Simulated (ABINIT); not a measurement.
**Geometry relaxation, with input and output: GaN (part 2 of 2)**

Continued. System: GaN (F-43m, 2 atoms in the cell). Method: Kohn-Sham DFT of a periodic cell, PBE, JTH PAW PBE v2.0, no spin polarisation (ABINIT 10.8.3); cutoff 707.5 eV, 10×10×10 k-mesh, fermi-dirac of 0.05 eV. The structure derives from a Materials Project entry.

Geometry of the input (Å; fractional positions):
```
0.0000  2.2535  2.2535
2.2535  0.0000  2.2535
2.2535  2.2535  0.0000
Ga 0.0000  0.0000  0.0000
N  0.2500  0.2500  0.2500
```

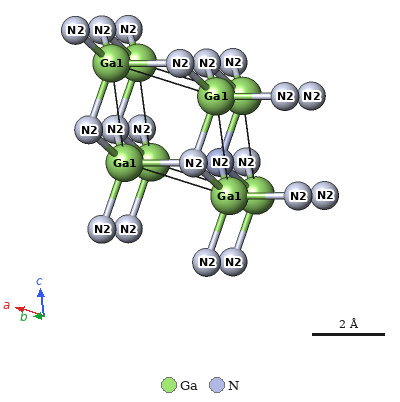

Figure 1. The geometry at step 2 of the log (ball-and-stick view of the cell of the calculation, seen at an oblique angle; neighbours outside the cell are drawn fainter; atoms are numbered from 1 in the order of the input).

### What the program printed, continued
```
--- !ResultsGS
iteration_state: {dtset: 1, itime: 2, icycle: 1, }
comment   : Summary of ground state results
lattice_vectors:
- [  0.0000000,   4.2832930,   4.2832930, ]
- [  4.2832930,   0.0000000,   4.2832930, ]
- [  4.2832930,   4.2832930,   0.0000000, ]
lattice_lengths: [   6.05749,    6.05749,    6.05749, ]
lattice_angles: [ 60.000,  60.000,  60.000, ] # degrees, (23, 13, 12)
lattice_volume:   1.5716772E+02
convergence: {deltae: -5.684E-12, res2:  9.051E-10, residm:  1.043E-07, diffor: null, }
etotal    :  -8.91391071E+01
entropy   :   0.00000000E+00
fermie    :   2.35458849E-01
cartesian_stress_tensor: # hartree/bohr^3
- [ -8.21384235E-05,   0.00000000E+00,   0.00000000E+00, ]
- [  0.00000000E+00,  -8.21384235E-05,   0.00000000E+00, ]
- [  0.00000000E+00,   0.00000000E+00,  -8.21384235E-05, ]
pressure_GPa:   2.4166E+00
xred      :
- [ -1.3920E-30,   1.3920E-30,  -1.3920E-30, Ga]
- [  2.5000E-01,   2.5000E-01,   2.5000E-01,  N]
cartesian_forces: # hartree/bohr
- [ -0.00000000E+00,  -0.00000000E+00,  -0.00000000E+00, ]
- [ -0.00000000E+00,  -0.00000000E+00,  -0.00000000E+00, ]
force_length_stats: {min:   0.00000000E+00, max:   0.00000000E+00, mean:   0.00000000E+00, }
...

 Integrated electronic density in atomic spheres:
 ------------------------------------------------
 Atom  Sphere_radius  Integrated_density
    1        2.10359         11.16283375
    2        1.20497          2.55229981

---OUTPUT-----------------------------------------------------------------------

 Cartesian coordinates (xcart) [bohr]
 -4.32827266485902E-47 -1.19246352077286E-29 -4.32827266485902E-47
  2.14164652079395E+00  2.14164652079395E+00  2.14164652079395E+00
 Reduced coordinates (xred)
 -1.39199385752368E-30  1.39199385752368E-30 -1.39199385752368E-30
  2.50000000000000E-01  2.50000000000000E-01  2.50000000000000E-01
 Cartesian forces (fcart) [Ha/bohr]; max,rms= 0.00000E+00 0.00000E+00 (free atoms)
 -0.00000000000000E+00 -0.00000000000000E+00 -0.00000000000000E+00
 -0.00000000000000E+00 -0.00000000000000E+00 -0.00000000000000E+00
 Gradient of E wrt nuclear positions in reduced coordinates (gred)
  0.00000000000000E+00  0.00000000000000E+00  0.00000000000000E+00
  0.00000000000000E+00  0.00000000000000E+00  0.00000000000000E+00
 Scale of Primitive Cell (acell) [bohr]
  6.05749111103191E+00  6.05749111103191E+00  6.05749111103191E+00
 Real space primitive translations (rprimd) [bohr]
  0.00000000000000E+00  4.28329304158790E+00  4.28329304158790E+00
  4.28329304158790E+00  0.00000000000000E+00  4.28329304158790E+00
  4.28329304158790E+00  4.28329304158790E+00  0.00000000000000E+00
 Unitary Cell Volume (ucvol) [Bohr^3]=  1.57167722066639E+02
 Angles (23,13,12)= [degrees]
  6.00000000000000E+01  6.00000000000000E+01  6.00000000000000E+01
 Lengths [Bohr]
  6.05749111103191E+00  6.05749111103191E+00  6.05749111103191E+00
 Stress tensor in cartesian coordinates (strten) [Ha/bohr^3]
 -8.21384234877993E-05  0.00000000000000E+00  0.00000000000000E+00
  0.00000000000000E+00 -8.21384234877959E-05  0.00000000000000E+00
  0.00000000000000E+00  0.00000000000000E+00 -8.21384234877959E-05
 Total energy (etotal) [Ha]= -8.91391071115820E+01

 Difference of energy with previous step (new-old):
           Absolute (Ha)=-3.65828E-04
           Relative     =-4.10402E-06

--- Iteration: ( 3/60) Internal Cycle: (1/1)
--------------------------------------------------------------------------------

---SELF-CONSISTENT-FIELD CONVERGENCE--------------------------------------------

--- !BeginCycle
iteration_state: {dtset: 1, itime: 3, icycle: 1, }
solver: {iscf: 17, nstep: 100, nline: 4, wfoptalg: 10, }
tolerances: {tolvrs: 1.00E-09, }
...

     iter   Etot(hartree)      deltaE(h)  residm     nres2
 ETOT  1  -89.141205703190    -8.914E+01 1.403E-04 1.111E+00
 ETOT  2  -89.139364997285     1.841E-03 2.552E-05 1.077E-01
 ETOT  3  -89.139189601418     1.754E-04 5.436E-05 2.124E-02
 ETOT  4  -89.139183324955     6.276E-06 5.786E-05 3.283E-03
 ETOT  5  -89.139188951828    -5.627E-06 2.422E-06 7.593E-04
 ETOT  6  -89.139190782577    -1.831E-06 4.235E-06 8.657E-05
 ETOT  7  -89.139191366841    -5.843E-07 2.425E-07 8.195E-06
 ETOT  8  -89.139191411307    -4.447E-08 7.200E-08 1.173E-06
 ETOT  9  -89.139191410659     6.481E-10 2.459E-07 1.676E-08
 ETOT 10  -89.139191411090    -4.303E-10 6.809E-08 1.299E-08
 ETOT 11  -89.139191411090    -1.847E-13 1.666E-07 1.115E-09
 ETOT 12  -89.139191411094    -4.206E-12 5.618E-08 1.588E-10

 At SCF step   12       nres2   =  1.59E-10 < tolvrs=  1.00E-09 =>converged.

 Cartesian components of stress tensor (hartree/bohr^3)
  sigma(1 1)= -3.12928246E-06  sigma(3 2)=  0.00000000E+00
  sigma(2 2)= -3.12928246E-06  sigma(3 1)=  0.00000000E+00
  sigma(3 3)= -3.12928246E-06  sigma(2 1)=  0.00000000E+00

--- !ResultsGS
iteration_state: {dtset: 1, itime: 3, icycle: 1, }
comment   : Summary of ground state results
lattice_vectors:
- [  0.0000000,   4.3020482,   4.3020482, ]
- [  4.3020482,   0.0000000,   4.3020482, ]
- [  4.3020482,   4.3020482,   0.0000000, ]
lattice_lengths: [   6.08401,    6.08401,    6.08401, ]
lattice_angles: [ 60.000,  60.000,  60.000, ] # degrees, (23, 13, 12)
lattice_volume:   1.5924133E+02
convergence: {deltae: -4.206E-12, res2:  1.588E-10, residm:  5.618E-08, diffor: null, }
etotal    :  -8.91391914E+01
entropy   :   0.00000000E+00
fermie    :   2.28629103E-01
cartesian_stress_tensor: # hartree/bohr^3
- [ -3.12928246E-06,   0.00000000E+00,   0.00000000E+00, ]
- [  0.00000000E+00,  -3.12928246E-06,   0.00000000E+00, ]
- [  0.00000000E+00,   0.00000000E+00,  -3.12928246E-06, ]
pressure_GPa:   9.2067E-02
xred      :
- [  6.2410E-30,  -6.2410E-30,   6.2410E-30, Ga]
- [  2.5000E-01,   2.5000E-01,   2.5000E-01,  N]
cartesian_forces: # hartree/bohr
- [  2.93389891E-30,  -6.84576413E-30,   2.93389891E-30, ]
- [ -2.93389891E-30,   6.84576413E-30,  -2.93389891E-30, ]
force_length_stats: {min:   8.00499920E-30, max:   8.00499920E-30, mean:   8.00499920E-30, }
...

 Integrated electronic density in atomic spheres:
 ------------------------------------------------
 Atom  Sphere_radius  Integrated_density
    1        2.10359         11.13394615
    2        1.20497          2.56667408

---OUTPUT-----------------------------------------------------------------------

 Cartesian coordinates (xcart) [bohr]
  7.29420836459005E-46  5.36979005434702E-29  7.29420836459005E-46
  2.15102409166458E+00  2.15102409166458E+00  2.15102409166458E+00
 Reduced coordinates (xred)
  6.24096921456559E-30 -6.24096921456559E-30  6.24096921456559E-30
  2.50000000000000E-01  2.50000000000000E-01  2.50000000000000E-01
 Cartesian forces (fcart) [Ha/bohr]; max,rms= 6.84576E-30 4.62169E-30 (free atoms)
  2.93389891178968E-30 -6.84576412750925E-30  2.93389891178968E-30
 -2.93389891178968E-30  6.84576412750925E-30 -2.93389891178968E-30
 Gradient of E wrt nuclear positions in reduced coordinates (gred)
  1.68290326447149E-29 -2.52435489670724E-29  1.68290326447149E-29
 -1.68290326447149E-29  2.52435489670724E-29 -1.68290326447149E-29
 Scale of Primitive Cell (acell) [bohr]
  6.08401488684664E+00  6.08401488684664E+00  6.08401488684664E+00
 Real space primitive translations (rprimd) [bohr]
  0.00000000000000E+00  4.30204818332916E+00  4.30204818332916E+00
  4.30204818332916E+00  0.00000000000000E+00  4.30204818332916E+00
  4.30204818332916E+00  4.30204818332916E+00  0.00000000000000E+00
 Unitary Cell Volume (ucvol) [Bohr^3]=  1.59241333708139E+02
 Angles (23,13,12)= [degrees]
  6.00000000000000E+01  6.00000000000000E+01  6.00000000000000E+01
 Lengths [Bohr]
  6.08401488684664E+00  6.08401488684664E+00  6.08401488684664E+00
 Stress tensor in cartesian coordinates (strten) [Ha/bohr^3]
 -3.12928246357438E-06  0.00000000000000E+00  0.00000000000000E+00
  0.00000000000000E+00 -3.12928246357438E-06  0.00000000000000E+00
  0.00000000000000E+00  0.00000000000000E+00 -3.12928246356745E-06
 Total energy (etotal) [Ha]= -8.91391914110940E+01

 Difference of energy with previous step (new-old):
           Absolute (Ha)=-8.42995E-05
           Relative     =-9.45707E-07

--- Iteration: ( 4/60) Internal Cycle: (1/1)
--------------------------------------------------------------------------------

---SELF-CONSISTENT-FIELD CONVERGENCE--------------------------------------------

--- !BeginCycle
iteration_state: {dtset: 1, itime: 4, icycle: 1, }
solver: {iscf: 17, nstep: 100, nline: 4, wfoptalg: 10, }
tolerances: {tolvrs: 1.00E-09, }
...

     iter   Etot(hartree)      deltaE(h)  residm     nres2
 ETOT  1  -89.139194672004    -8.914E+01 3.784E-06 1.731E-03
 ETOT  2  -89.139191795700     2.876E-06 1.202E-07 1.676E-04
 ETOT  3  -89.139191547356     2.483E-07 5.883E-08 3.465E-05
 ETOT  4  -89.139191532094     1.526E-08 6.728E-08 3.938E-06
 ETOT  5  -89.139191542993    -1.090E-08 5.048E-08 1.012E-06
 ETOT  6  -89.139191543369    -3.758E-10 6.054E-08 9.595E-08
 ETOT  7  -89.139191544206    -8.366E-10 3.868E-08 2.348E-08
 ETOT  8  -89.139191544201     5.116E-12 5.333E-08 3.024E-10

 At SCF step    8       nres2   =  3.02E-10 < tolvrs=  1.00E-09 =>converged.

 Cartesian components of stress tensor (hartree/bohr^3)
  sigma(1 1)= -7.17705399E-08  sigma(3 2)=  0.00000000E+00
  sigma(2 2)= -7.17705399E-08  sigma(3 1)=  0.00000000E+00
  sigma(3 3)= -7.17705399E-08  sigma(2 1)=  0.00000000E+00

--- !ResultsGS
iteration_state: {dtset: 1, itime: 4, icycle: 1, }
comment   : Summary of ground state results
lattice_vectors:
- [  0.0000000,   4.3028012,   4.3028012, ]
- [  4.3028012,   0.0000000,   4.3028012, ]
- [  4.3028012,   4.3028012,   0.0000000, ]
lattice_lengths: [   6.08508,    6.08508,    6.08508, ]
lattice_angles: [ 60.000,  60.000,  60.000, ] # degrees, (23, 13, 12)
lattice_volume:   1.5932497E+02
convergence: {deltae:  5.116E-12, res2:  3.024E-10, residm:  5.333E-08, diffor: null, }
etotal    :  -8.91391915E+01
entropy   :   0.00000000E+00
fermie    :   2.28357378E-01
cartesian_stress_tensor: # hartree/bohr^3
- [ -7.17705399E-08,   0.00000000E+00,   0.00000000E+00, ]
- [  0.00000000E+00,  -7.17705399E-08,   0.00000000E+00, ]
- [  0.00000000E+00,   0.00000000E+00,  -7.17705399E-08, ]
pressure_GPa:   2.1116E-03
xred      :
- [  3.3581E-31,   2.7700E-30,   3.3581E-31, Ga]
- [  2.5000E-01,   2.5000E-01,   2.5000E-01,  N]
cartesian_forces: # hartree/bohr
- [ -0.00000000E+00,  -0.00000000E+00,  -0.00000000E+00, ]
- [ -0.00000000E+00,  -0.00000000E+00,  -0.00000000E+00, ]
force_length_stats: {min:   0.00000000E+00, max:   0.00000000E+00, mean:   0.00000000E+00, }
...

 Integrated electronic density in atomic spheres:
 ------------------------------------------------
 Atom  Sphere_radius  Integrated_density
    1        2.10359         11.13430774
    2        1.20497          2.56725053

---OUTPUT-----------------------------------------------------------------------

 Cartesian coordinates (xcart) [bohr]
  1.33636954662725E-29  2.88982864777558E-30  1.33636954662725E-29
  2.15140060228453E+00  2.15140060228453E+00  2.15140060228453E+00
 Reduced coordinates (xred)
  3.35807827318041E-31  2.77000506779825E-30  3.35807827318041E-31
  2.50000000000000E-01  2.50000000000000E-01  2.50000000000000E-01
 Cartesian forces (fcart) [Ha/bohr]; max,rms= 0.00000E+00 0.00000E+00 (free atoms)
 -0.00000000000000E+00 -0.00000000000000E+00 -0.00000000000000E+00
 -0.00000000000000E+00 -0.00000000000000E+00 -0.00000000000000E+00
 Gradient of E wrt nuclear positions in reduced coordinates (gred)
  0.00000000000000E+00  0.00000000000000E+00  0.00000000000000E+00
  0.00000000000000E+00  0.00000000000000E+00  0.00000000000000E+00
 Scale of Primitive Cell (acell) [bohr]
  6.08507981969686E+00  6.08507981969686E+00  6.08507981969686E+00
 Real space primitive translations (rprimd) [bohr]
  0.00000000000000E+00  4.30280120456906E+00  4.30280120456906E+00
  4.30280120456906E+00  0.00000000000000E+00  4.30280120456906E+00
  4.30280120456906E+00  4.30280120456906E+00  0.00000000000000E+00
 Unitary Cell Volume (ucvol) [Bohr^3]=  1.59324968124926E+02
 Angles (23,13,12)= [degrees]
  6.00000000000000E+01  6.00000000000000E+01  6.00000000000000E+01
 Lengths [Bohr]
  6.08507981969686E+00  6.08507981969686E+00  6.08507981969686E+00
 Stress tensor in cartesian coordinates (strten) [Ha/bohr^3]
 -7.17705398861623E-08  0.00000000000000E+00  0.00000000000000E+00
  0.00000000000000E+00 -7.17705398826929E-08  0.00000000000000E+00
  0.00000000000000E+00  0.00000000000000E+00 -7.17705398861623E-08
 Total energy (etotal) [Ha]= -8.91391915442007E+01

 Difference of energy with previous step (new-old):
           Absolute (Ha)=-1.33107E-07
           Relative     =-1.49324E-09

 At Broyd/MD step   4, gradients are converged :
  max grad (force/stress) = 7.1771E-06 < tolmxf= 5.0000E-05 ha/bohr (free atoms)

================================================================================

 ----iterations are completed or convergence reached----

 Mean square residual over all n,k,spin=   91.268E-12; max=  53.326E-09
 reduced coordinates (array xred) for    2 atoms
       0.000000000000      0.000000000000      0.000000000000
       0.250000000000      0.250000000000      0.250000000000
 rms dE/dt=  0.0000E+00; max dE/dt=  0.0000E+00; dE/dt below (all hartree)
    1       0.000000000000      0.000000000000      0.000000000000
    2       0.000000000000      0.000000000000      0.000000000000

 cartesian coordinates (angstrom) at end:
    1      0.00000000000000     0.00000000000000     0.00000000000000
    2      1.13847216947961     1.13847216947961     1.13847216947961

 cartesian forces (hartree/bohr) at end:
    1     -0.00000000000000    -0.00000000000000    -0.00000000000000
    2     -0.00000000000000    -0.00000000000000    -0.00000000000000
 frms,max,avg= 0.0000000E+00 0.0000000E+00   0.000E+00  0.000E+00  0.000E+00 h/b

 cartesian forces (eV/Angstrom) at end:
    1     -0.00000000000000    -0.00000000000000    -0.00000000000000
    2     -0.00000000000000    -0.00000000000000    -0.00000000000000
 frms,max,avg= 0.0000000E+00 0.0000000E+00   0.000E+00  0.000E+00  0.000E+00 e/A
 length scales=  6.085079819697  6.085079819697  6.085079819697 bohr
              =  3.220085564925  3.220085564925  3.220085564925 angstroms
 Fermi (or HOMO) energy (eV) =   6.21392   Average Vxc (eV)= -10.60956
 Eigenvalues (   eV  ) for nkpt=  47  k points:
 kpt#   1, nband= 13, wtk=  0.00100, kpt=  0.0000  0.0000  0.0000 (reduced coord)
 -10.26967   -8.01749   -8.01749   -8.01749   -7.73194   -7.73194    5.41100    5.41100
   5.41100    6.92575   15.51348   15.51348   15.51348
 prteigrs : prtvol=0 or 1, do not print more k-points.

--- !EnergyTerms
iteration_state     : {dtset: 1, itime: 4, icycle: 1, }
comment             : Components of total free energy in Hartree
kinetic             :  1.08426202511386E+01
hartree             :  2.37099972805003E+01
xc                  : -4.31846677862604E+00
Ewald energy        : -5.77365111259681E+01
psp_core            :  3.01775690312913E+00
local_psp           : -6.57431157247938E+01
PAW spherical_terms :  1.08852680236025E+00
internal            : -8.91391923922596E+01
'-kT*entropy'       : -8.07011563285743E-11
total_energy        : -8.91391923923403E+01
total_energy_eV     : -2.42560099384278E+03
...

--- !EnergyTermsDC
iteration_state     : {dtset: 1, itime: 4, icycle: 1, }
comment             : '"Double-counting" decomposition of free energy'
band_energy         : -2.96681672518565E+00
Ewald energy        : -5.77365111259681E+01
psp_core            :  3.01775690312913E+00
xc_dc               : -2.27934032626637E+01
PAW spherical_terms : -8.66021733343163E+00
internal            : -8.91391915441200E+01
'-kT*entropy'       : -8.07011563285743E-11
total_energy_dc     : -8.91391915442007E+01
total_energy_dc_eV  : -2.42560097076373E+03
...

--- !EnergyTermsWithPAWCore
iteration_state     : {dtset: 1, itime: 4, icycle: 1, }
comment             : 'Components of total free energy, including PAW core contributions'
Total energy        : -1.99883655465429E+03
Total energy DC     : -1.99883655380615E+03
Total energy (eV)   : -5.43911135312839E+04
Total energy DC (eV): -5.43911135082048E+04
...

 Cartesian components of stress tensor (hartree/bohr^3)
  sigma(1 1)= -7.17705399E-08  sigma(3 2)=  0.00000000E+00
  sigma(2 2)= -7.17705399E-08  sigma(3 1)=  0.00000000E+00
  sigma(3 3)= -7.17705399E-08  sigma(2 1)=  0.00000000E+00

-Cartesian components of stress tensor (GPa)         [Pressure=  2.1116E-03 GPa]
- sigma(1 1)= -2.11156218E-03  sigma(3 2)=  0.00000000E+00
- sigma(2 2)= -2.11156218E-03  sigma(3 1)=  0.00000000E+00
- sigma(3 3)= -2.11156218E-03  sigma(2 1)=  0.00000000E+00

== END DATASET(S) ==============================================================
================================================================================

 -outvars: echo values of variables after computation  --------
            acell      6.0850798197E+00  6.0850798197E+00  6.0850798197E+00 Bohr
           etotal     -8.9139191544E+01
            fcart     -0.0000000000E+00 -0.0000000000E+00 -0.0000000000E+00
                      -0.0000000000E+00 -0.0000000000E+00 -0.0000000000E+00
            rprim      0.0000000000E+00  7.0710678119E-01  7.0710678119E-01
                       7.0710678119E-01  0.0000000000E+00  7.0710678119E-01
                       7.0710678119E-01  7.0710678119E-01  0.0000000000E+00
           strten     -7.1770539886E-08 -7.1770539883E-08 -7.1770539886E-08
                       0.0000000000E+00  0.0000000000E+00  0.0000000000E+00
           xangst      7.0717630894E-30  1.5292314628E-30  7.0717630894E-30
                       1.1384721695E+00  1.1384721695E+00  1.1384721695E+00
             xred      3.3580782732E-31  2.7700050678E-30  3.3580782732E-31
                       2.5000000000E-01  2.5000000000E-01  2.5000000000E-01
 Calculation completed.
```

### Trajectory as extended XYZ (Å, eV, eV/Å), 4 frames, from step=0 to step=3
```
2
Lattice="0.0000 2.2535 2.2535 2.2535 0.0000 2.2535 2.2535 2.2535 0.0000" Properties=species:S:1:pos:R:3:forces:R:3 step=0 energy=-2425.58872
Ga    0.0000    0.0000    0.0000    0.0000   0.0000   0.0000
N     1.1267    1.1267    1.1267    0.0000   0.0000   0.0000
2
Lattice="0.0000 2.2666 2.2666 2.2666 0.0000 2.2666 2.2666 2.2666 0.0000" Properties=species:S:1:pos:R:3:forces:R:3 step=1 energy=-2425.59867
Ga    0.0000    0.0000    0.0000    0.0000   0.0000   0.0000
N     1.1333    1.1333    1.1333    0.0000   0.0000   0.0000
2
Lattice="0.0000 2.2765 2.2765 2.2765 0.0000 2.2765 2.2765 2.2765 0.0000" Properties=species:S:1:pos:R:3:forces:R:3 step=2 energy=-2425.60097
Ga    0.0000    0.0000    0.0000    0.0000   0.0000   0.0000
N     1.1383    1.1383    1.1383    0.0000   0.0000   0.0000
2
Lattice="0.0000 2.2769 2.2769 2.2769 0.0000 2.2769 2.2769 2.2769 0.0000" Properties=species:S:1:pos:R:3:forces:R:3 step=3 energy=-2425.60097
Ga    0.0000    0.0000    0.0000    0.0000   0.0000   0.0000
N     1.1385    1.1385    1.1385    0.0000   0.0000   0.0000
```

### Summary

- outcome: converged
- space group (tolerance 0.01 Å): F-43m (216)
- electrons treated: 18
- free energy: −2425.6010 eV
- Fermi energy: 6.214 eV
- gap on the k-point mesh: 1.51 eV
- pressure: 0.00 GPa
- final volume: 23.61 Å³
- largest force (length of the vector) at the end: under 0.001 eV/Å
- final cell: a = 3.220 Å, b = 3.220 Å, c = 3.220 Å, α = 60.00°, β = 60.00°, γ = 60.00°
- hardware: 1 thread of Arm Neoverse V1, 24 GiB of memory available, shared host
- wall time: 83 s
- peak memory: 0.13 GiB
